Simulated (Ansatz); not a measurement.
Run report: Ti, geometry relaxation

System: Ti (Fm-3m, 1 atom in the cell).
Method: DFT PBE, scalar-relativistic, plane waves, PAW, no spin polarisation (Ansatz 0.2.0).

The structure derives from an entry of the Crystallography Open Database. Figures and captions count atoms from 1; the log counts them from 0 in places.

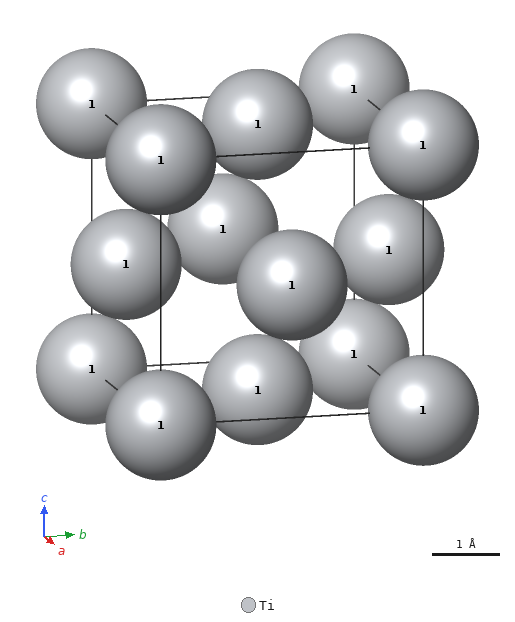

**Figure 1.** The starting structure (spheres-only view of the cell 4 times as large as that of the calculation, set on its symmetry axes, seen slightly off an axis; atoms are numbered from 1 in the order of the input).

Key numbers:

```json
{"quantity": "outcome", "value": "converged"}
{"quantity": "space group (tolerance 0.01 Å)", "value": "Fm-3m (225)"}
{"quantity": "electrons treated", "value": "12"}
{"quantity": "free energy", "value": "−2499.6129 eV"}
{"quantity": "Fermi energy", "value": "13.251 eV"}
{"quantity": "gap on the k-point mesh", "value": "none (metallic)"}
{"quantity": "pressure", "value": "0.00 GPa"}
{"quantity": "final volume", "value": "17.38 Å³"}
{"quantity": "largest force (length of the vector) at the end", "value": "under 0.001 eV/Å"}
{"quantity": "final cell", "value": "a = 2.908 Å, b = 2.908 Å, c = 2.908 Å, α = 60.00°, β = 60.00°, γ = 60.00°"}
{"quantity": "hardware", "value": "4 threads of Intel Xeon @ 2.30GHz, 28 GiB of memory available, shared host"}
{"quantity": "wall time", "value": "4.5 s (CPU time 13 s)"}
{"quantity": "peak memory", "value": "0.42 GiB"}
```

The input:
```yaml
crystal:
  lattice:
    - [0.0, 2.03, 2.03]
    - [2.03, 0.0, 2.03]
    - [2.03, 2.03, 0.0]
  atoms:
    - { symbol: Ti, position: [0.0, 0.0, 0.0] }
basis:
  ecutwfc: 420
kpoints:
  mp_grid: { grid: [18, 18, 18] }
hamiltonian:
  xc: pbe
scf:
  occupations: { method: gaussian, width: 0.1 }
output:
  forces: true
  stress: true
  eigenvalues: true
  write_density: true
  write_potential: true
  elf: true
  volumetric_format: npy
relax:
  adjacent_minimum: "off"
  f_tol: 0.005
  max_steps: 80
  cell: { stress_tol: 0.05 }
```

Launched with:
```bash
ansatz run input.yaml --threads 4 --pin off --max-ram 2560MiB --backend cpu --events-out ev --progress --plain --runs-dir out
```

What the program printed:
```
Engine: ansatz 0.2.0, x86_64-unknown-linux-gnu
Pseudopotentials: kind: paw
Pseudopotential: Ti, paw, valence charge 12, recommended cutoff 420 eV (normal), Ti.paw.azcp
Functional definition: PBE
  parameter kappa = 0.804
  parameter beta = 0.06672455060314922
  exchange = pbe_x(kappa = kappa, mu = beta*pi^2/3)
  correlation = pbe_c(beta = beta)
Crystal: 1 atoms, lattice volume = 16.731 Å³
Basis set: ecut = 420 eV, 331 PW (Γ), exchange–correlation on 40×40×40 points (8 copies of the dense FFT grid, shifted against one another)
Bands: 10, of which v1, the nominal top of the filled ones, is band 6 counted from 1 (5 counted from 0)
Symmetry: 48 space group operations
Space group: Fm-3m (ITA 225), of the structure as read, at distance tolerance 2.6e-5 Å
k-points: 195 of 5832
Non-local potential: Ti, projectors of the file, l = 0: 3, l = 1: 2, l = 2: 3, l = 3: 1
PAW form: soft (Blöchl's): semilocal exchange-correlation on the pseudo side does not see the compensation charge
PAW one-centre angular grid: Ti, 590 points (default); XC on 64 Gauss nodes
Initial density: superposition of atomic densities (neutral atoms: chi_scale 0, normalization atom), corrected by the library's trained network
Initial wavefunctions: pseudopotential atomic-orbital guess
Functional: x = pbe(κ = 0.804, μ = 0.2195149727645171), c = pbe(β = 0.06672455060314922)
SCF iter   1: F=—  HF=-2499.604109 eV  |F-HF|=—  |Δ(HF+E_count)|=         —  Δρ=2.54e-3  dr2=2.76e-4  ethr=1.77e-3  ⟨swp⟩=4.3  Hψ=10157  notcnv=0
preconditioner: auto → none  [metal: Δε(μ)=0.010 eV  Ē_g=4.281 eV  σ=0.100 eV  W_gap=0.06  n_scr=0 (ndim 8)  ℏωp=18.2 eV  f_vac=0.000  D(μ)=1.70/eV (n_scr^D=14)]
SCF iter   2: F=—  HF=-2499.604165 eV  |F-HF|=—  |Δ(HF+E_count)|=   5.56e-5  Δρ=1.28e-3  dr2=6.26e-5  ethr=2.30e-6  ⟨swp⟩=1.9  Hψ=3987  notcnv=0
SCF iter   3: F=—  HF=-2499.604272 eV  |F-HF|=—  |Δ(HF+E_count)|=   1.07e-4  Δρ=1.74e-4  dr2=3.44e-6  ethr=5.21e-7  ⟨swp⟩=2.1  Hψ=2376  notcnv=0
SCF iter   4: F=—  HF=-2499.604272 eV  |F-HF|=—  |Δ(HF+E_count)|=   6.45e-7  Δρ=4.57e-5  dr2=3.23e-7  ethr=2.87e-8  ⟨swp⟩=2.2  Hψ=2997  notcnv=0
iter 5 did not close the SCF: its close was put off for the readings that it lacked (scf_convergence_deferred on its scf_iter line)
SCF iter   5: F=-2499.604271 eV  HF=-2499.604271 eV  |F-HF|=9.75e-10  |Δ(HF+E_count)|=   7.49e-8  Δρ=4.83e-6  dr2=1.02e-9  ethr=2.69e-9  ⟨swp⟩=2.5  Hψ=2756  notcnv=0
SCF iter   6: F=-2499.604271 eV  HF=-2499.604271 eV  |F-HF|=2.06e-10  |Δ(HF+E_count)|=   1.25e-9  Δρ=1.48e-6  dr2=3.07e-10  ethr=8.53e-12  ⟨swp⟩=3.7  Hψ=8456  notcnv=0
SCF 1 converged in 6 iterations: F = -2499.604271 eV  dr2 = 3.07e-10
  greatest PAW one-centre occupation: 0.999 electrons in one spin orbital (limit 2), on the Ti atom at site 0 (counted from 0), in its partial waves of l = 0
relax step   1: F+E_penalty+E_count = -2499.60427143 eV  Δ(F+E_penalty+E_count) = +0.000e0 eV  max|allowed force component| = 0.000e0 eV/Å  Δτ_max = 0.0000 Å  P = +4.380 GPa  Ω = 16.731 Å³  (6 SCF iters, dr2 threshold 1.00e-7 eV, accepted)
Crystal: 1 atoms, lattice volume = 17.878 Å³
Basis set: ecut = 420 eV, 339 PW (Γ), exchange–correlation on 40×40×40 points (8 copies of the dense FFT grid, shifted against one another)
Initial density: handed on by an earlier stage of this run
Initial wavefunctions: those handed on with the density
iter 1 solved again at ethr=4.96e-6 eV; its pass at ethr=3.10e-3 eV (dr2=5.95e-4 eV) is discarded
SCF iter   1: F=—  HF=-2499.608284 eV  |F-HF|=—  |Δ(HF+E_count)|=         —  Δρ=1.83e-3  dr2=6.35e-4  ethr=4.96e-6  ⟨swp⟩=1.6  Hψ=13552  notcnv=0
preconditioner: auto → none  [metal: Δε(μ)=0.005 eV  Ē_g=3.986 eV  σ=0.100 eV  W_gap=0.03  n_scr=0 (ndim 8)  ℏωp=17.6 eV  f_vac=0.000  D(μ)=1.81/eV (n_scr^D=26)]
SCF iter   2: F=—  HF=-2499.608263 eV  |F-HF|=—  |Δ(HF+E_count)|=   2.13e-5  Δρ=1.11e-3  dr2=1.20e-4  ethr=4.96e-6  ⟨swp⟩=2.1  Hψ=2847  notcnv=0
SCF iter   3: F=—  HF=-2499.608273 eV  |F-HF|=—  |Δ(HF+E_count)|=   9.97e-6  Δρ=3.70e-4  dr2=8.89e-6  ethr=1.00e-6  ⟨swp⟩=2.9  Hψ=3169  notcnv=0
SCF iter   4: F=—  HF=-2499.608303 eV  |F-HF|=—  |Δ(HF+E_count)|=   3.06e-5  Δρ=3.93e-5  dr2=2.02e-7  ethr=7.41e-8  ⟨swp⟩=2.1  Hψ=2486  notcnv=0
SCF iter   5: F=-2499.608303 eV  HF=-2499.608303 eV  |F-HF|=2.55e-11  |Δ(HF+E_count)|=   1.50e-7  Δρ=1.96e-6  dr2=2.28e-10  ethr=8.33e-10  ⟨swp⟩=7.6  Hψ=10813  notcnv=0
SCF 2 converged in 5 iterations: F = -2499.608303 eV  dr2 = 2.28e-10
relax step   2: F+E_penalty+E_count = -2499.60830344 eV  Δ(F+E_penalty+E_count) = -4.032e-3 eV  max|allowed force component| = 0.000e0 eV/Å  Δτ_max = 0.0000 Å  P = -2.877 GPa  Ω = 17.878 Å³  energy of the carried Pulay correction = -1.093e-4 eV  (5 SCF iters, dr2 threshold 1.00e-7 eV, accepted)
Crystal: 1 atoms, lattice volume = 17.405 Å³
iter 1 solved again at ethr=9.85e-7 eV; its pass at ethr=3.10e-3 eV (dr2=1.18e-4 eV) is discarded
SCF iter   1: F=—  HF=-2499.612875 eV  |F-HF|=—  |Δ(HF+E_count)|=         —  Δρ=7.83e-4  dr2=1.14e-4  ethr=9.85e-7  ⟨swp⟩=1.8  Hψ=13452  notcnv=0
preconditioner: auto → none  [metal: Δε(μ)=0.006 eV  Ē_g=4.115 eV  σ=0.100 eV  W_gap=0.04  n_scr=0 (ndim 8)  ℏωp=17.8 eV  f_vac=0.000  D(μ)=1.76/eV (n_scr^D=14)]
SCF iter   2: F=—  HF=-2499.612864 eV  |F-HF|=—  |Δ(HF+E_count)|=   1.05e-5  Δρ=4.43e-4  dr2=1.83e-5  ethr=9.49e-7  ⟨swp⟩=2.0  Hψ=2804  notcnv=0
SCF iter   3: F=—  HF=-2499.612866 eV  |F-HF|=—  |Δ(HF+E_count)|=   1.88e-6  Δρ=1.53e-4  dr2=1.42e-6  ethr=1.52e-7  ⟨swp⟩=2.9  Hψ=3170  notcnv=0
SCF iter   4: F=-2499.612870 eV  HF=-2499.612870 eV  |F-HF|=5.14e-10  |Δ(HF+E_count)|=   4.02e-6  Δρ=1.43e-5  dr2=3.12e-8  ethr=8.33e-10  ⟨swp⟩=5.7  Hψ=11339  notcnv=0
SCF 3 converged in 4 iterations: F = -2499.612870 eV  dr2 = 3.12e-8
relax step   3: F+E_penalty+E_count = -2499.61287005 eV  Δ(F+E_penalty+E_count) = -4.567e-3 eV  max|allowed force component| = 0.000e0 eV/Å  Δτ_max = 0.0000 Å  P = -0.133 GPa  Ω = 17.405 Å³  energy of the carried Pulay correction = -6.511e-5 eV  (4 SCF iters, dr2 threshold 1.00e-7 eV, accepted)
Crystal: 1 atoms, lattice volume = 17.382 Å³
iter 1 solved again at ethr=7.96e-10 eV; its pass at ethr=3.10e-3 eV (dr2=9.56e-8 eV) is discarded
SCF iter   1: F=—  HF=-2499.612878 eV  |F-HF|=—  |Δ(HF+E_count)|=         —  Δρ=3.00e-5  dr2=1.20e-7  ethr=7.96e-10  ⟨swp⟩=2.0  Hψ=12805  notcnv=0
preconditioner: auto → none  [metal: Δε(μ)=0.010 eV  Ē_g=4.115 eV  σ=0.100 eV  W_gap=0.06  n_scr=0 (ndim 8)  ℏωp=17.8 eV  f_vac=0.000  D(μ)=1.76/eV (n_scr^D=14)]
SCF iter   2: F=—  HF=-2499.612881 eV  |F-HF|=—  |Δ(HF+E_count)|=   3.16e-6  Δρ=2.07e-5  dr2=3.87e-8  ethr=3.70e-10  ⟨swp⟩=4.9  Hψ=9786  notcnv=0
SCF iter   3: F=-2499.612881 eV  HF=-2499.612881 eV  |F-HF|=7.47e-9  |Δ(HF+E_count)|=   3.40e-8  Δρ=5.85e-6  dr2=2.83e-9  ethr=3.22e-10  ⟨swp⟩=7.4  Hψ=11152  notcnv=0
SCF 4 converged in 3 iterations: F = -2499.612881 eV  dr2 = 2.83e-9
relax step   4: F+E_penalty+E_count = -2499.61288117 eV  Δ(F+E_penalty+E_count) = -1.112e-5 eV  max|allowed force component| = 0.000e0 eV/Å  Δτ_max = 0.0000 Å  P = +0.005 GPa  Ω = 17.382 Å³  energy of the carried Pulay correction = -6.300e-5 eV  (3 SCF iters, dr2 threshold 4.44e-8 eV, accepted)
Initial wavefunctions: pseudopotential atomic-orbital guess (no wavefunctions were taken with the density)
iter 1 solved again at ethr=3.48e-8 eV; its pass at ethr=3.10e-3 eV (dr2=4.18e-6 eV) is discarded
SCF iter   1: F=—  HF=-2499.612919 eV  |F-HF|=—  |Δ(HF+E_count)|=         —  Δρ=1.76e-4  dr2=1.29e-7  ethr=3.48e-8  ⟨swp⟩=2.0  Hψ=14633  notcnv=0
SCF iter   2: F=—  HF=-2499.612932 eV  |F-HF|=—  |Δ(HF+E_count)|=   1.26e-5  Δρ=8.81e-5  dr2=3.37e-8  ethr=1.07e-9  ⟨swp⟩=1.8  Hψ=2364  notcnv=0
SCF iter   3: F=—  HF=-2499.612935 eV  |F-HF|=—  |Δ(HF+E_count)|=   3.08e-6  Δρ=1.11e-5  dr2=1.08e-8  ethr=2.81e-10  ⟨swp⟩=2.0  Hψ=2306  notcnv=0
SCF iter   4: F=—  HF=-2499.612935 eV  |F-HF|=—  |Δ(HF+E_count)|=   2.02e-8  Δρ=7.06e-7  dr2=2.22e-11  ethr=8.99e-11  ⟨swp⟩=2.4  Hψ=2936  notcnv=0
SCF iter   5: F=-2499.612935 eV  HF=-2499.612935 eV  |F-HF|=9.09e-13  |Δ(HF+E_count)|=  7.28e-11  Δρ=9.13e-8  dr2=1.07e-12  ethr=1.00e-12  ⟨swp⟩=4.6  Hψ=6471  notcnv=0
SCF 5 converged in 5 iterations: F = -2499.612935 eV  dr2 = 1.07e-12
relax step   5: F+E_penalty+E_count = -2499.61293469 eV  Δ(F+E_penalty+E_count) = -5.352e-5 eV  max|allowed force component| = 0.000e0 eV/Å  Δτ_max = 0.0000 Å  P = +0.002 GPa  Ω = 17.382 Å³  stress off target by 2.34e-3 GPa  SCF on the basis re-selected at this cell (its energy is not comparable with the rows above)  (5 SCF iters)
```

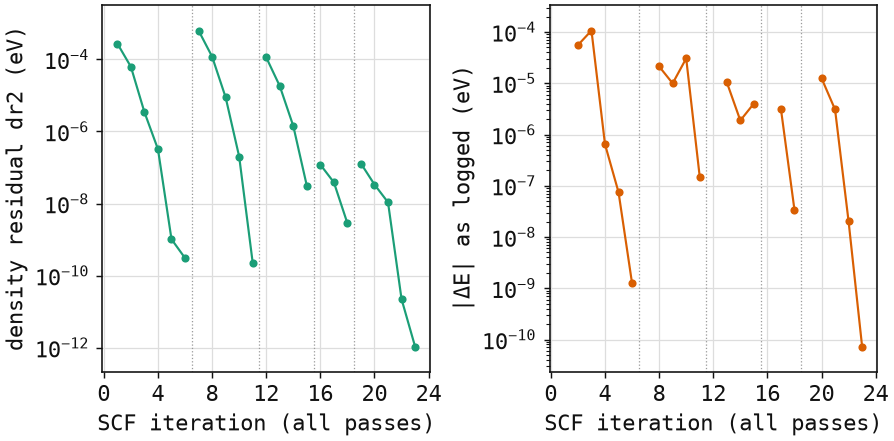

**Figure 2.** Convergence of the self-consistent field: density residual dr2 and size of the energy change against the SCF iteration. The dotted lines part the SCF passes of the relaxation: geometry steps, rejected trials and re-solves on a re-selected basis. The 5 passes take 3 to 6 iterations each, 23 in all.

```
basis re-selected at this cell: Δ(F+E_penalty+E_count) = -5.352e-5 eV, ΔP = -0.002 GPa vs the last step (what re-selecting the basis moved, of the pressure what is left beyond the Pulay correction that the steps carried, after the strain that the cell walked since its last selection, with what the two solves' SCF thresholds leave and, on support functions, any second-order correction that the steps lacked; it is no measure of the basis error at this ecutwfc). This SCF's stress stands 2.34e-3 GPa from its target on what of the cell is left free (relax.cell.stress_tol is 5.00e-2 GPa) and its largest allowed force component is 0.00e0 eV/Å (relax.f_tol is 5.00e-3 eV/Å): within both
SCF converged after 5 iterations
Free energy (F): -2499.612935 eV
Harris-Foulkes:  -2499.612935 eV  (|F-HF|=9.09e-13)
Internal energy: -2499.604135 eV  (E = F + TS)
E sigma→0 (E₀):  -2499.608535 eV
Entropy (-TS):   -0.008800 eV (-8.800 meV/atom)
Fermi energy:    13.250681 eV
--- Per-component energies (eV) ---
  E_band       = -157.310689
  E_kinetic    = 272.479788
  E_local      = -813.258632  (includes V_loc(G=0)·N_el)
  E_nonlocal   = 8.135690
  E_hartree    = 334.084317
  E_xc         = -97.439344
  E_vxc        = -121.900940  (∫ρ·V_xc dr)
  E_paw        = -1047.616890  (= ΣΔE_a)
  E_vpaw       = -170.935363  (= ΣTr[D̂ρ^β])
  E_aug_tail   = 0.000104  (compensation charges beyond the density's cutoff)
  E_ewald      = -1155.989167
  E_smearing   = -0.008800  (= −TS)
  E_closure    = 0.000000  (closes the sum)
  Σ components = -2499.612935   (vs F -2499.612935, Δ=0.00e0)
--- Forces (eV/Å), atoms counted from 1 ---
  atom   1  Ti    -0.00000000    -0.00000000    -0.00000000
  max |Σ_I F_I| component: 5.34e-32 eV/Å
--- Stress (GPa, compression-positive) ---
        0.002339       0.000000       0.000000
        0.000000       0.002339       0.000000
        0.000000       0.000000       0.002339
  P = ⅓ Tr σ = 0.0023 GPa (0.023 kbar)
--- Band table (eV; the first three rows and the last of 195) ---
  k-point 0: bands = ["-43.4161", "-19.2913", "-19.2913", "-19.2913", "7.1813", "14.1287", "14.1287", "14.1287", "15.7639", "15.7639"]
  k-point 1: bands = ["-43.4124", "-19.3123", "-19.2939", "-19.2939", "7.2812", "14.0664", "14.1652", "14.1652", "15.7401", "15.7401"]
  k-point 2: bands = ["-43.4018", "-19.3723", "-19.3015", "-19.3015", "7.5741", "13.8962", "14.2602", "14.2602", "15.6864", "15.6864"]
  k-point 194: bands = ["-43.2531", "-19.7570", "-19.6895", "-19.5360", "11.6879", "12.5947", "13.1708", "15.4442", "17.1089", "21.0568"]
--- Relaxed structure (4 steps of the walk, 4 accepted, 1 SCFs on fresh bases) ---
  F+E_penalty+E_count = -2499.61293469 eV   max|allowed force component| = 0.000e0 eV/Å   (the final SCF, on the basis selected at the relaxed cell)
  cell:  # Å, volume = 17.3824 Å³
    - [4.872449506456408e-34, 2.0560175228709703, 2.0560175228709703]
    - [2.0560175228709703, 7.3325588160888115e-34, 2.0560175228709703]
    - [2.0560175228709703, 2.0560175228709703, 3.797644468267495e-34]
  atoms:
    - { symbol: Ti, position: [0.0, 0.0, 0.0] }
```

Trajectory as extended XYZ (Å, eV, eV/Å), 5 frames, from step=1 to step=5:
```
1
Lattice="0.0000 2.0300 2.0300 2.0300 0.0000 2.0300 2.0300 2.0300 0.0000" Properties=species:S:1:pos:R:3:forces:R:3 step=1 energy=-2499.60427 pressure_GPa=4.38
Ti    0.0000    0.0000    0.0000    0.0000   0.0000   0.0000
1
Lattice="0.0000 2.0754 2.0754 2.0754 0.0000 2.0754 2.0754 2.0754 0.0000" Properties=species:S:1:pos:R:3:forces:R:3 step=2 energy=-2499.60830 pressure_GPa=-2.88
Ti    0.0000    0.0000    0.0000    0.0000   0.0000   0.0000
1
Lattice="0.0000 2.0569 2.0569 2.0569 0.0000 2.0569 2.0569 2.0569 0.0000" Properties=species:S:1:pos:R:3:forces:R:3 step=3 energy=-2499.61287 pressure_GPa=-0.13
Ti    0.0000    0.0000    0.0000    0.0000   0.0000   0.0000
1
Lattice="0.0000 2.0560 2.0560 2.0560 0.0000 2.0560 2.0560 2.0560 0.0000" Properties=species:S:1:pos:R:3:forces:R:3 step=4 energy=-2499.61288 pressure_GPa=0.00
Ti    0.0000    0.0000    0.0000    0.0000   0.0000   0.0000
1
Lattice="0.0000 2.0560 2.0560 2.0560 0.0000 2.0560 2.0560 2.0560 0.0000" Properties=species:S:1:pos:R:3:forces:R:3 step=5 energy=-2499.61294 pressure_GPa=0.00
Ti    0.0000    0.0000    0.0000    0.0000   0.0000   0.0000
```
